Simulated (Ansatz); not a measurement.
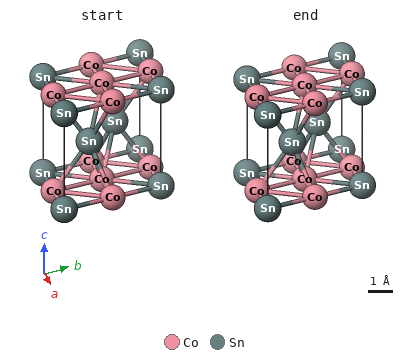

The structure of a crystal of CoSn (set up in P6/mmm) before (left) and after (right) a relaxation, at one scale.

Style: ball-and-stick. Shown: the cell of the calculation, from a free direction.

Case: relaxed again under DFT LDA, scalar-relativistic, plane waves, PAW.

Method: DFT LDA, scalar-relativistic, plane waves, PAW (Ansatz).

The input:
```yaml
crystal:
  lattice:
    - [5.2965850066, 0.0, 0.0]
    - [-2.6482925033, 4.586977169, 0.0]
    - [0.0, 0.0, 4.230287678]
  atoms:
    - { symbol: Co, position: [0.0, 0.5, 0.0] }
    - { symbol: Co, position: [0.5, 0.5, 0.0] }
    - { symbol: Co, position: [0.5, 0.0, 0.0] }
    - { symbol: Sn, position: [0.6666666667, 0.3333333333, 0.5] }
    - { symbol: Sn, position: [0.3333333333, 0.6666666667, 0.5] }
    - { symbol: Sn, position: [0.0, 0.0, 0.0] }
basis:
  ecutwfc: 420
kpoints:
  mp_grid: { grid: [12, 12, 8] }
hamiltonian:
  xc: lda
scf:
  occupations: { method: gaussian, width: 0.1 }
output:
  forces: true
  stress: true
  eigenvalues: true
relax:
  adjacent_minimum: "off"
  f_tol: 0.005
  max_steps: 50
  cell: { stress_tol: 0.05 }
```

Command:
```bash
ansatz run input.yaml --threads 2 --pin off --max-ram 5120MiB --backend cpu --events-out ev --progress --plain --runs-dir out
```

### Summarise the run.

No atom moves by more than 0.005 Å relative to the cell. Cell: a = b 5.297 → 5.174 Å (−2.3 %), c 4.230 → 4.123 Å (−2.5 %). Volume −7.0 %. Near-neighbour distances that change, for instance: Co1–Sn4 2.610 → 2.546 Å, Co1–Co2 2.648 → 2.587 Å, Co1–Sn6 2.648 → 2.587 Å. The space group stays P6/mmm (No. 191). After 3 accepted moves (4 points after the start) the energy has fallen by 0.233 eV per cell of the calculation. All forces vanish by symmetry, so only the cell relaxes. Pressure: −9.63 GPa at the start and −0.03 GPa at the end. The SCF was repeated once at an unchanged geometry on a basis and grid sized afresh for the cell, which shifted the energy by 4.5 meV per cell of the calculation at most. Cost: 3.6 min on 2 threads of Intel(R) Xeon(R) Processor @ 2.50GHz (Skylake/Cascade Lake) (shared host), peak memory 0.71 GiB.

Limits of the set-up: an element that often carries a moment was run without spin polarisation.
